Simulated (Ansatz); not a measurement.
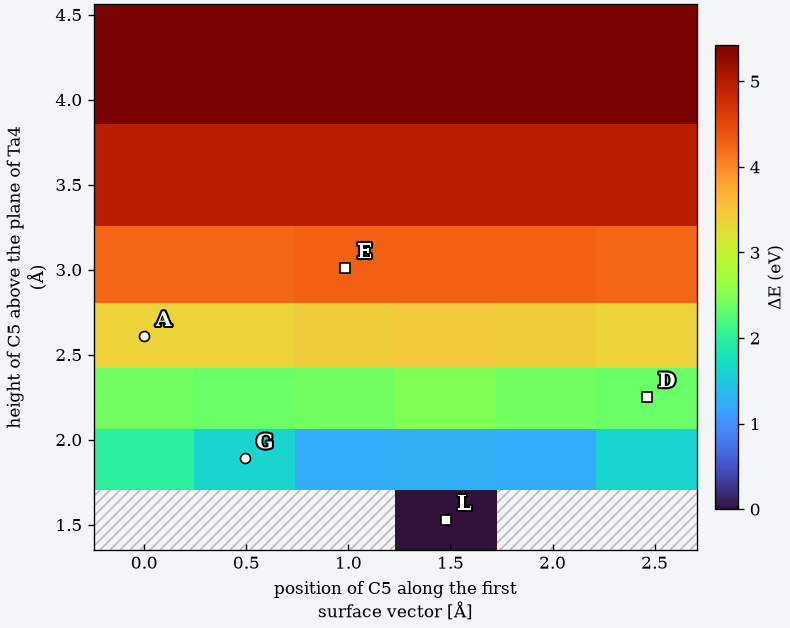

C on a Ta(110) slab cut from the Fm-3m phase, its upper half relaxed before the scan (4 atoms of substrate and one adsorbate in a 1 × 1 cell). 
- C is moved along a line over the surface and along the normal, above a rigid substrate.
- First axis: position of C5 along the first surface vector, from above Ta4. Second axis: height of C5 above the plane of Ta4.
- The grid has 6 × 7 points; 25 points were computed and 12 follow by symmetry. At 5 points there is no value (left out of the scan, as a rule where atoms come close).
- Points are written as (first, second).
- Energies: eV, counted from the lowest grid point.
- The runs have no spin polarisation, so an open-shell adsorbate far from the surface lies too high.
- Level of theory: DFT PBEsol, scalar-relativistic, plane waves, PAW in Ansatz. Settings: cutoff 420 eV, k-mesh 9×7×1, gaussian smearing 0.1 eV, no spin polarisation.

In the figure: one coloured cell a grid point, hatched blanks where no value was computed, lettered points.

> Rank the lettered points by energy, lowest first.

L (0.00 eV), G (1.61 eV), D (2.36 eV), A (3.36 eV), E (4.28 eV).
